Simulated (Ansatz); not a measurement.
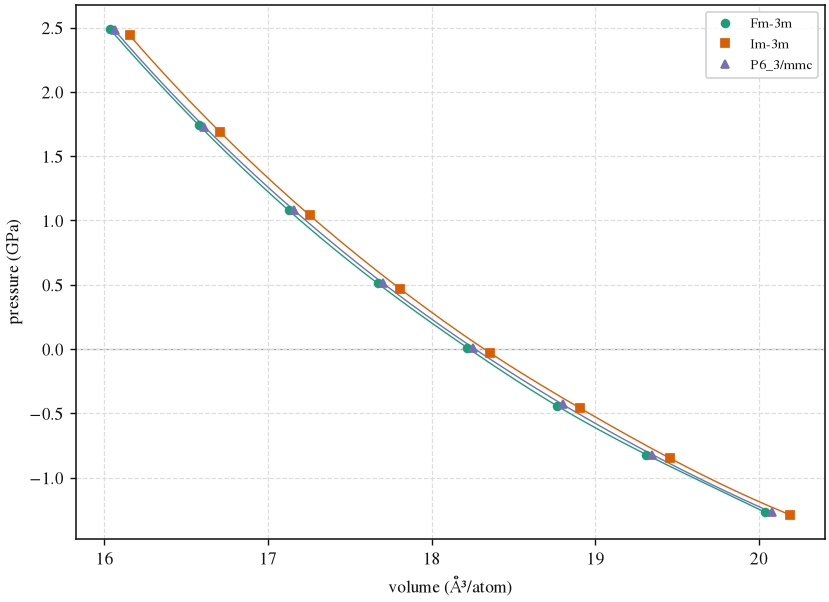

The plot gives the computed pressure against volume, with one curve for each structure, for Li.

Calculation (Ansatz 0.2.0): third-order Birch-Murnaghan fit to density functional energies at scaled volumes of the given relaxed cell, shape and atoms relaxed at each volume; energies count from the fitted minimum; plane waves with PAW datasets, Γ-centred k mesh. Level: PBE with D3(BJ), no spin polarisation.

- wave cutoff: 420 eV
- occupations: Gaussian
- smearing width: 0.1 eV

Settings that differ: Fm-3m: k mesh 18×18×18; Im-3m: k mesh 18×18×18; P6_3/mmc: k mesh 18×18×6.

**Order the curves by fitted equilibrium volume, smallest first.**

Fm-3m 18.22, P6_3/mmc 18.26, Im-3m 18.33 Å³/atom.

**For Fm-3m: what does the pressure do across the range?**

It falls from 2.49 GPa at volume 16.033 Å³/atom to −1.27 GPa at 20.041 Å³/atom, and changes sign near 18.23 Å³/atom.

**For Im-3m: what does the pressure do across the range?**

It falls from 2.44 GPa at volume 16.155 Å³/atom to −1.29 GPa at 20.194 Å³/atom, and changes sign near 18.32 Å³/atom.
